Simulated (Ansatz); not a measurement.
## Quasiparticle gap of LaVO4 (P2_1/c)

How far does one-shot GW move the r2SCAN gap of LaVO4 (P2_1/c)?

Program: Ansatz 0.2.0. Level of theory: r2SCAN, then G0W0 on it, plane waves, PAW. Results are calculated unless marked as measured.

**Experimental background.**

- Gap 3.4 eV: indirect optical gap from Tauc plot; diffuse reflectance, Kubelka-Munk; 300 K; powder (solid-state reaction, sintered at 1250 C) (“Structural phase transition and its consequences on optical behavior of LaV1-xNbxO4”, 2021, arxiv:2102.02442).

- Gap 3.5 ± 0.2 eV: earlier reported experimental gap; powder (literature value) (quoted in “Structural phase transition and its consequences on optical behavior of LaV1-xNbxO4”, 2021, arxiv:2102.02442).

Most raw output is cut from this account.

In doubt: masses and optical values from hybrid runs of this build are listed as unsure (in some of the runs), which bears on the screening that GW takes from such a start.

### 1. The structure

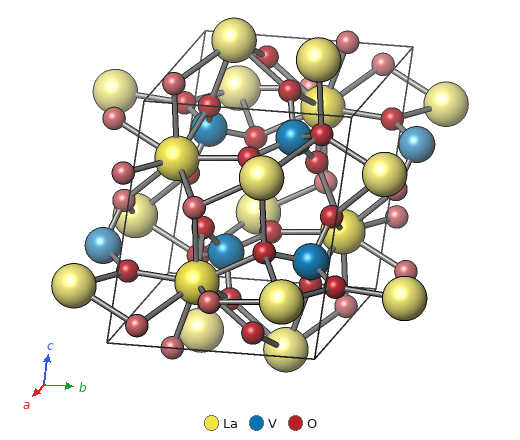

The cell as given, slightly off an axis (lanthanum yellow, vanadium blue, oxygen red). Some periodic images of atoms are drawn too.

The cell and positions come from the Crystallography Open Database and are kept as given unless a step says otherwise. Spin-orbit coupling is left out unless a step names it. The default PAW set here is soft_2. Its files were made with PBE.

### 2. The r2SCAN band structure

Levels along a band path and on the mesh show where this functional puts the band edges.

This step: DFT, r2SCAN, plane waves, PAW.

Input file input.yaml:

```yaml
crystal:
  lattice:
    - [6.725, 0.0, 0.0]
    - [0.0, 7.2827, 0.0]
    - [-4.9123006198, 0.0, 6.8121466218]
  atoms:
    - { symbol: La, position: [0.827399, 0.157198, 0.723776] }
    - { symbol: La, position: [0.172601, 0.657198, 0.776224] }
    - { symbol: La, position: [0.172601, 0.842802, 0.276224] }
    - { symbol: La, position: [0.827399, 0.342802, 0.223776] }
    - { symbol: V, position: [0.31429, 0.16481, 0.69917] }
    - { symbol: V, position: [0.68571, 0.66481, 0.80083] }
    - { symbol: V, position: [0.68571, 0.83519, 0.30083] }
    - { symbol: V, position: [0.31429, 0.33519, 0.19917] }
    - { symbol: O, position: [0.8171, 0.4979, 0.7446] }
    - { symbol: O, position: [0.1829, 0.9979, 0.7554] }
    - { symbol: O, position: [0.1829, 0.5021, 0.2554] }
    - { symbol: O, position: [0.8171, 0.0021, 0.2446] }
    - { symbol: O, position: [0.6098, 0.2795, 0.3821] }
    - { symbol: O, position: [0.3902, 0.7795, 0.1179] }
    - { symbol: O, position: [0.3902, 0.7205, 0.6179] }
    - { symbol: O, position: [0.6098, 0.2205, 0.8821] }
    - { symbol: O, position: [0.6587, 0.895, 0.4829] }
    - { symbol: O, position: [0.3413, 0.395, 0.0171] }
    - { symbol: O, position: [0.3413, 0.105, 0.5171] }
    - { symbol: O, position: [0.6587, 0.605, 0.9829] }
    - { symbol: O, position: [0.8898, 0.8436, 0.8857] }
    - { symbol: O, position: [0.1102, 0.3436, 0.6143] }
    - { symbol: O, position: [0.1102, 0.1564, 0.1143] }
    - { symbol: O, position: [0.8898, 0.6564, 0.3857] }
kpoints:
  mp_grid: { grid: [4, 4, 4] }
  band_path:
    path:
      - [0.0, 0.0, 0.0]
      - [0.0, 0.5, 0.0]
      - [0.0, 0.5, 0.5]
      - [0.0, 0.0, 0.5]
      - [0.0, 0.0, 0.0]
      - [-0.5, 0.0, 0.5]
      - [-0.5, 0.5, 0.5]
      - [0.0, 0.5, 0.0]
      - [-0.5, 0.5, 0.0]
      - [-0.5, 0.0, 0.0]
      - [0.0, 0.0, 0.0]
    npoints: 10
hamiltonian:
  xc: r2scan
scf:
  occupations: { method: fermi_dirac, width: 0.02 }
  n_extra_bands: 12
output:
  eigenvalues: true
  forces: true
  stress: true
```

Run with:

```sh
ansatz run input.yaml --threads 24 --pin off --max-ram 82944MiB --backend cuda --events-out ev --progress --plain --runs-dir out --devices 1 --max-vram 78GiB
```

Elapsed: 8.2 s, on 1 × NVIDIA GB200 (shared by 2 runs) with 24 threads of Arm Neoverse V2, shared host; peak memory 1.6 GiB; 58 s of CPU time.

This step gave:

- pressure: -0.3421 GPa
- filled bands: 96
- gap: 3.913 eV
- valence top at: Y_2
- conduction bottom at: k = (-0.500, 0.350, 0.000)
- least direct gap: 3.997 eV

Over mesh and path the gap is 3.913 eV, from k = (-0.500, 0.000, 0.000) to k = (-0.500, 0.350, 0.000). The least direct gap found is 3.997 eV, at k = (-0.500, 0.100, 0.000). On the 4×4×4 mesh alone the same run gives 3.920 eV, so that mesh misses an edge of r2SCAN: 3.920 − 3.913 = +0.007 eV.

The electronic bands at the labelled points (eV, zero at the top of the highest nominally filled band):

```csv
point,band 93,band 94,band 95,band 96,band 97,band 98,band 99,band 100
Γ,-0.33,-0.30,-0.28,-0.16,3.96,4.08,4.11,4.14
Z,-0.30,-0.30,-0.11,-0.11,4.04,4.04,4.08,4.08
D,-0.38,-0.38,-0.11,-0.11,4.03,4.03,4.05,4.05
B,-0.42,-0.42,-0.18,-0.18,3.96,3.96,4.13,4.13
Γ,-0.33,-0.30,-0.28,-0.16,3.96,4.08,4.11,4.14
A,-0.33,-0.33,-0.15,-0.15,4.06,4.06,4.19,4.19
E,-0.37,-0.37,-0.15,-0.15,4.08,4.08,4.14,4.14
Z,-0.30,-0.30,-0.11,-0.11,4.04,4.04,4.08,4.08
C2,-0.28,-0.28,-0.21,-0.21,3.93,3.93,4.11,4.11
Y2,-0.38,-0.35,-0.28,0.00,4.01,4.04,4.13,4.15
Γ,-0.33,-0.30,-0.28,-0.16,3.96,4.08,4.11,4.14
```

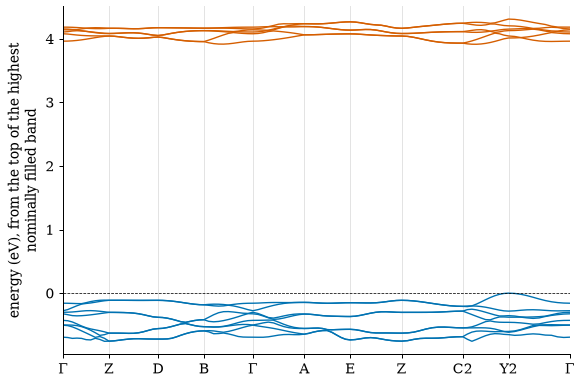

Electronic bands along the path; lines of filled and empty bands in two colours.

### 3. G0W0 on the 2×2×2 mesh

G0W0 replaces the xc potential by a self-energy built once from the orbitals of the start. Levels are corrected in the window of bands that the input names, at points of the mesh.

This step: G0W0 on r2SCAN, plane waves, PAW.

input.yaml, as its differences from that of step 2:

```diff
@@ -31,17 +31,3 @@
 kpoints:
-  mp_grid: { grid: [4, 4, 4] }
-  band_path:
-    path:
-      - [0.0, 0.0, 0.0]
-      - [0.0, 0.5, 0.0]
-      - [0.0, 0.5, 0.5]
-      - [0.0, 0.0, 0.5]
-      - [0.0, 0.0, 0.0]
-      - [-0.5, 0.0, 0.5]
-      - [-0.5, 0.5, 0.5]
-      - [0.0, 0.5, 0.0]
-      - [-0.5, 0.5, 0.0]
-      - [-0.5, 0.0, 0.0]
-      - [0.0, 0.0, 0.0]
-    npoints: 10
+  mp_grid: { grid: [2, 2, 2] }
 hamiltonian:
@@ -49,7 +35,8 @@
 scf:
-  occupations: { method: fermi_dirac, width: 0.02 }
-  n_extra_bands: 12
-output:
-  eigenvalues: true
-  forces: true
-  stress: true
+  occupations: { method: fixed }
+gw:
+  n_empty_bands: 995
+  ecut_chi: 120.0
+  qp_bands: [v4, c4]
+  qp_kpoints: band_edges
+  screening: { model: contour_deformation }
```

It took 22 s on 1 × NVIDIA GB200 (shared by 2 runs) with 24 threads; peak memory 5.2 GiB.

Numbers from this step:

```yaml
bands_summed: 1091
rpa_eps_infinity_on_this_mesh_eigenvalues: 3.791, 3.822, 4.307
plane_waves_in_the_screening_matrix: 987
q_points_in_the_mesh: 8
g0w0_gap_over_the_corrected_points: 5.775 eV
k_of_the_valence_top: -0.5, 0, 0
k_of_the_conduction_bottom: -0.5, -0.5, 0
starting_gap_on_the_mesh: 3.930 eV
z_at_the_valence_top: 0.7470
z_at_the_conduction_bottom: 0.7460
least_direct_g0w0_gap_over_the_corrected_points: 5.873 eV
```

Over all 8 irreducible mesh points the G0W0 gap is 5.775 eV, from k = (-0.500, 0.000, 0.000) to k = (-0.500, -0.500, 0.000). The r2SCAN gap of this run on the mesh is 3.930 eV. The two states that bound the G0W0 gap lie that far apart at the start, so the correction of the gap is 5.775 − 3.930 = +1.845 eV. The start of this run differs from the step before in mesh (4×4×4 and 2×2×2).

Labels follow the order of the start: v1 is the top filled band, c1 the lowest empty one; levels that stay degenerate share a row, the window can cut a multiplet, doubted levels are not marked in this list, bands outside the window were not corrected, and the list may be a part of the corrected levels. Levels before and after the correction, in eV, zero at the valence-band top of each column:

```csv
,conduction bottom,valence top
Kohn-Sham,3.93,0.00
G0W0,5.78,0.00
```

```csv
,level,occupation,energy (eV)
Kohn-Sham,(-0.5 0 0) v3,2,-0.354
Kohn-Sham,(-0.5 0 0) v2,2,-0.283
Kohn-Sham,(-0.5 0 0) v1,2,0.000
Kohn-Sham,(-0.5 0 0) c1,0,4.011
Kohn-Sham,(-0.5 0 0) c2,0,4.043
Kohn-Sham,(-0.5 0 0) c3,0,4.127
Kohn-Sham,(-0.5 -0.5 0) v3,2,-0.282
Kohn-Sham,(-0.5 -0.5 0) v2-v1,2,-0.208
Kohn-Sham,(-0.5 -0.5 0) c1-c2,0,3.930
Kohn-Sham,(-0.5 -0.5 0) c3,0,4.111
G0W0,(-0.5 0 0) v3,2,-0.386
G0W0,(-0.5 0 0) v2,2,-0.340
G0W0,(-0.5 0 0) v1,2,0.000
G0W0,(-0.5 0 0) c1,0,5.873
G0W0,(-0.5 0 0) c2,0,5.922
G0W0,(-0.5 0 0) c3,0,6.087
G0W0,(-0.5 -0.5 0) v3,2,-0.298
G0W0,(-0.5 -0.5 0) v2-v1,2,-0.251
G0W0,(-0.5 -0.5 0) c1-c2,0,5.775
G0W0,(-0.5 -0.5 0) c3,0,5.982
```

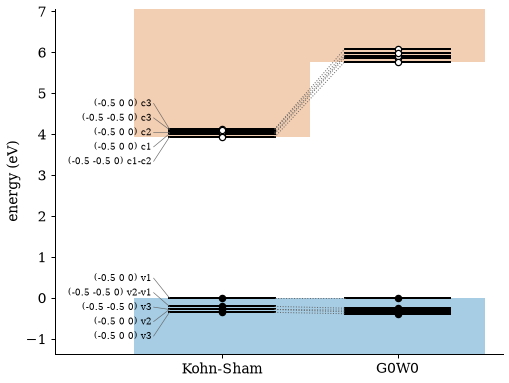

Levels before and after the correction. Shaded: valence and conduction bands. Filled marks are occupied levels, open marks empty ones.

The parts of the quasiparticle energy for the two states that bound the G0W0 gap, in eV on the run's own scale (QP = start + Σx + Σc − Vxc, with Σc at the quasiparticle energy):

```csv
edge,k,band,start,Σx,Σc,Vxc,Z,QP
valence top,"(-0.500, 0.000, 0.000)",96,6.919,−25.687,4.285,−21.180,0.747,6.697
conduction bottom,"(-0.500, -0.500, 0.000)",97,10.849,−15.916,−6.073,−23.612,0.746,12.472
```

### 4. Spin-orbit coupling

This run has two-component orbitals with spin-orbit coupling.

This step: DFT, r2SCAN with spin-orbit coupling, plane waves, PAW.

input.yaml, as its differences from that of step 3:

```diff
@@ -31,3 +31,16 @@
 kpoints:
-  mp_grid: { grid: [2, 2, 2] }
+  mp_grid: { grid: [4, 4, 4] }
+  band_path:
+    path:
+      - [0.0, 0.0, 0.0]
+      - [0.0, 0.5, 0.0]
+      - [0.0, 0.5, 0.5]
+      - [0.0, 0.0, 0.5]
+      - [-0.5, 0.0, 0.5]
+      - [-0.5, 0.5, 0.5]
+      - [-0.5, 0.5, 0.0]
+      - [-0.5, 0.0, 0.0]
+      - [-0.5, 0.35, 0.0]
+      - [-0.5, 0.1, 0.0]
+    npoints: 1
 hamiltonian:
@@ -36,7 +49,9 @@
   occupations: { method: fixed }
-gw:
-  n_empty_bands: 995
-  ecut_chi: 120.0
-  qp_bands: [v4, c4]
-  qp_kpoints: band_edges
-  screening: { model: contour_deformation }
+  n_extra_bands: 24
+magnetization:
+  noncollinear: true
+  spin_orbit: true
+output:
+  eigenvalues: true
+  forces: true
+  stress: true
```

Run time: 8.8 s. Hardware: 1 × NVIDIA GB200 (shared by 2 runs) with 24 threads; peak memory 2.4 GiB.

Numbers from this step:

```
pressure             : -0.3461 GPa
gap                  : 3.913 eV
valence top at       : Y_2
conduction bottom at : k = (-0.500, 0.350, 0.000)
least direct gap     : 3.996 eV
```

Over mesh and listed points the gap is 3.913 eV, from k = (-0.500, 0.000, 0.000) to k = (-0.500, 0.350, 0.000). The least direct gap found is 3.996 eV, at k = (-0.500, 0.100, 0.000). On the 4×4×4 mesh alone the same run gives 3.920 eV, so that mesh misses an edge of r2SCAN+SOC: 3.920 − 3.913 = +0.007 eV. r2SCAN+SOC against r2SCAN: 3.913 − 3.913 = +0.000 eV, with the same mesh, set of files (read in its fully relativistic form for the spin-orbit run) and cutoff, and both edges at the same k points. The spin-orbit run sees mesh and listed points alone, so its gap is an upper bound: the coupling can move an edge off these points, and the change over the zone, its sign included where it is small, is not known.

### 5. The runs together

Each gap is the least one over the points named; times are wall times on shared hosts, not benchmarks. A G0W0 time includes the run's own self-consistent start. Runs with listed points see these and the mesh alone, so an edge that moves elsewhere is missed. Rows marked * are further runs, not shown as steps, whose inputs differ from the G0W0 step on the same start in the columns given; solver thresholds can differ too. Rows marked ? have an edge level that the program doubts.

```csv
level,mesh,"files, cutoff","bands summed, screening",points,gap (eV),valence top,conduction bottom,least direct gap (eV),time
r2SCAN,4×4×4,"soft_2 PAW, 500 eV",-,mesh and path,3.913,"(-0.500, 0.000, 0.000)","(-0.500, 0.350, 0.000)",3.997,8.2 s
r2SCAN+SOC,4×4×4,"soft_2 PAW, 500 eV",-,mesh and listed points,3.913,"(-0.500, 0.000, 0.000)","(-0.500, 0.350, 0.000)",3.996,8.8 s
G0W0@r2SCAN*?,2×2×2,"soft_2 PAW, 500 eV","259, 36 eV",all 8 irreducible mesh points,6.362,"(-0.500, 0.000, 0.000)","(-0.500, -0.500, 0.000)",6.476,6.2 s
G0W0@r2SCAN*,2×2×2,"soft_2 PAW, 500 eV","558, 72 eV",all 8 irreducible mesh points,5.882,"(-0.500, 0.000, 0.000)","(-0.500, -0.500, 0.000)",5.987,11 s
G0W0@r2SCAN,2×2×2,"soft_2 PAW, 500 eV","1091, 120 eV",all 8 irreducible mesh points,5.775,"(-0.500, 0.000, 0.000)","(-0.500, -0.500, 0.000)",5.873,22 s
G0W0@r2SCAN*,2×2×2,"soft_2 PAW, 500 eV","558, 72 eV, plasmon pole",all 8 irreducible mesh points,5.976,"(-0.500, 0.000, 0.000)","(-0.500, -0.500, 0.000)",6.098,10 s
```

Computed less measured, in eV, for the reports listed at the start; nothing is added to the computed values:

```csv
row,computed (eV),3.4 eV (2021),3.5 ± 0.2 eV (quoted 2021)
"r2SCAN, gap",3.913,+0.513,+0.413
"r2SCAN+SOC, gap",3.913,+0.513,+0.413
"G0W0@r2SCAN, gap",5.775,+2.375,+2.275
"G0W0@r2SCAN, least direct gap",5.873,+2.473,+2.373
```

### 6. Summary of results

```
r2SCAN gap over mesh and path                      : 3.913 eV, from k = (-0.500, 0.000, 0.000) to k = (-0.500, 0.350, 0.000)
G0W0@r2SCAN gap over all 8 irreducible mesh points : 5.775 eV, from k = (-0.500, 0.000, 0.000) to k = (-0.500, -0.500, 0.000)
r2SCAN+SOC gap over mesh and listed points         : 3.913 eV
GW settings                                        : 2×2×2 mesh, 995 empty bands, screening to 120 eV
known limits                                       : finite bands, screening cutoff and k mesh; no spin-orbit coupling in G0W0; no spin polarisation; screening cutoff under 40 eV in some runs
```

In words: Over all 8 irreducible mesh points the G0W0 gap is 5.775 eV, from k = (-0.500, 0.000, 0.000) to k = (-0.500, -0.500, 0.000). The r2SCAN gap of this run on the mesh is 3.930 eV. The two states that bound the G0W0 gap lie that far apart at the start, so the correction of the gap is 5.775 − 3.930 = +1.845 eV. The valence state moves by 6.697 − 6.919 = −0.222 eV and the conduction state by 12.472 − 10.849 = +1.623 eV, on the run's own scale; how far single levels stand from their limit in bands is not shown. Over mesh and path, r2SCAN puts the conduction bottom at k = (-0.500, 0.350, 0.000), where no G0W0 correction was computed. The G0W0 gap over the whole zone is therefore not known from this run; at its settings it can only be equal to or under the 5.775 eV found, and no correction is carried over from another point. For the start itself the gap is 3.913 eV over mesh and path and 3.930 eV on the mesh of the G0W0 run, in runs that differ in mesh (4×4×4 and 2×2×2). From 259 bands and 36 eV to 1091 bands and 120 eV the gap moves by 5.775 − 6.362 = −0.587 eV (rung by rung 6.362, 5.882, 5.775 eV); bands and screening cutoff rise together, so their parts are not told apart. An edge row is in doubt in the run with 259 bands, so no limit is drawn and it is not known. With the plasmon pole model in place of the contour deformation model and all else as in the G0W0@r2SCAN row with 558 bands, the gap differs by 5.976 − 5.882 = +0.094 eV. G0W0 on other starts in this series, not shown as steps and not all at these settings: 6.196 eV on HSE06 (2×2×2, soft_2 PAW, 558 bands, 72 eV) and 5.867 eV on LDA (2×2×2, soft_2 PAW, 558 bands, 72 eV). r2SCAN+SOC against r2SCAN: 3.913 − 3.913 = +0.000 eV, with the same mesh, set of files (read in its fully relativistic form for the spin-orbit run) and cutoff, and both edges at the same k points. The spin-orbit run sees mesh and listed points alone, so its gap is an upper bound: the coupling can move an edge off these points, and the change over the zone, its sign included where it is small, is not known. What spin-orbit coupling does to the G0W0 levels was not computed, so no sum with the G0W0 gap is formed. Against experiment, G0W0@r2SCAN at 5.775 eV lies +2.375 eV from 3.4 eV (2021) and +2.275 eV from 3.5 ± 0.2 eV (quoted 2021). The measured 3.4 eV and 3.5 ± 0.2 eV lie under even the r2SCAN+SOC gap of 3.913 eV; these runs do not show why. The reports themselves run from 3.4 eV to 3.5 ± 0.2 eV. The differences hold parts that these runs do not separate: finite bands, cutoffs and mesh, points of the zone that were not corrected, the start of G0W0, spin-orbit coupling missing from it, static nuclei, no electron-hole attraction, and what each experiment reads as the gap. How much each gives is not known from the steps shown. The G0W0 runs are scalar-relativistic. The runs have no spin polarisation, and the cell holds V; whether a magnetic state lies lower is not shown here. Where d states form a band edge, one-shot GW is known to depend on its start; the orbital character of the edges was not analysed here. The cell holds La; where the f levels lie against the gap was not analysed here. No pair of G0W0 runs that differ in the mesh alone is shown (2×2×2 is a supercell whose nearest images lie 13 Å apart), so the error from the mesh is not known here. G0W0@r2SCAN runs of this series with other atomic data on the same mesh, not shown as steps, give 5.867 eV (hard PAW, 1050 eV, 558 bands, screening to 72 eV; the table's row with the same empty bands and screening cutoff has 5.882 eV); where bands and cutoffs differ too, the part of the files is not isolated. A screening cutoff under 40 eV is crude: G0W0@r2SCAN with 259 bands at 36 eV.

[Paths, hosts, dates, memory and timing lines, banners, echoed tables and standing remarks are left out of the program output.]

[Logs are printed without paths, hosts, clocks, repeated set-up lines and the standing remarks that a program may print on its own settings, such as how far it seeks lower states.]

[Runs of the session that timed out or met a known fault of the program may be left out.]

[Cells called generated may have been cut or substituted from an entry of the Crystallography Open Database or the Materials Project.]

[Hosts, paths, dates, database ids (printed as entryN), source tags and the programs' standing remarks are cut or masked in the printed files.]

[Where an RPA ε∞ is given, it is that of the G0W0 mesh and is not shown converged in it. Names of k-points follow the symmetry that the program found, which can be lower than the space group named. Band edges on a path are those of the sampled points; other points can move an edge, and change direct to indirect where valleys lie close.]

[Hybrid gaps are those of their k-mesh and are not shown converged in it.]
